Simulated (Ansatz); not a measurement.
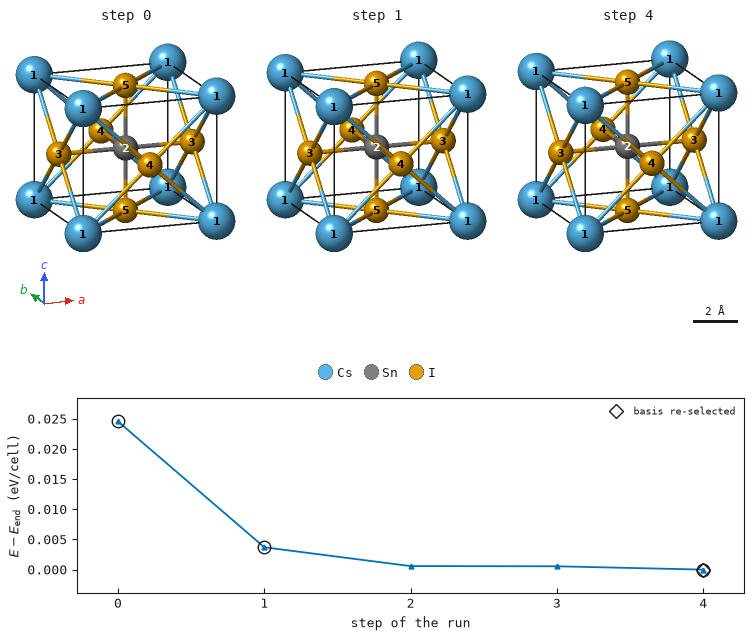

Frames of a relaxation of crystalline CsSnI3 (set up in P4/mmm), marked on the history of the run. The picture is a ball-and-stick view of the cell of the calculation, seen slightly off an axis.

Case: biaxial strain in the a-b plane of +6.0 %; c and atoms relaxed.

All numbers below come from DFT PBEsol, scalar-relativistic, plane waves, PAW (Ansatz 0.2.0).

Input
```yaml
crystal:
  lattice:
    - [6.5021156666, 0.0, 0.0]
    - [0.0, 6.5021156666, 0.0]
    - [0.0, 0.0, 5.9132448137]
  atoms:
    - { symbol: Cs, position: [0.0, 0.0, 0.0] }
    - { symbol: Sn, position: [0.5, 0.5, 0.5] }
    - { symbol: I, position: [0.0, 0.5, 0.5] }
    - { symbol: I, position: [0.5, 0.0, 0.5] }
    - { symbol: I, position: [0.5, 0.5, 0.0] }
basis:
  ecutwfc: 420
kpoints:
  mp_grid: { grid: [6, 6, 6] }
hamiltonian:
  xc: pbesol
scf:
  occupations: { method: gaussian, width: 0.01 }
output:
  forces: true
  stress: true
  eigenvalues: true
  write_density: true
  write_potential: true
  elf: true
  volumetric_format: npy
relax:
  adjacent_minimum: "off"
  f_tol: 0.008
  max_steps: 40
  cell: { stress_tol: 0.015, fix: [a, b, gamma] }
```

Run as
```bash
ansatz run input.yaml --threads 1 --pin off --max-ram 2560MiB --backend cpu --events-out ev --progress --plain --runs-dir out
```

### Describe the path.

No atom moves by more than 0.005 Å relative to the cell. Cell: a = b unchanged at 6.502 Å, c 5.913 → 6.065 Å (+2.6 %). Volume +2.6 %. Near-neighbour distances that change, for instance: Sn2–I5 2.957 → 3.033 Å, Cs1–I3 4.394 → 4.446 Å. The space group stays P4/mmm (No. 123). The energy falls by 24.6 meV per cell of the calculation in 3 accepted moves (4 points after the start). All forces vanish by symmetry, so only the cell relaxes. The pressure goes from −0.85 to −1.32 GPa. The SCF was repeated once at an unchanged geometry on a basis and grid sized afresh for the cell, which shifted the energy by 0.6 meV per cell of the calculation at most. From step 0 to 1: volume +1.6 %, energy −20.9 meV per cell of the calculation. From step 1 to 4: volume +1.0 %, energy −3.7 meV per cell of the calculation.

```tsv
step	E − E(0), meV/atom	pressure, GPa	volume, Å³/atom	note
0	0.00	-0.85	49.999	
1	-4.17	-1.16	50.797	
2	-4.80	-1.30	51.224	
3	-4.80	-1.32	51.286	
4	-4.91	-1.32	51.286	same geometry, new basis
```
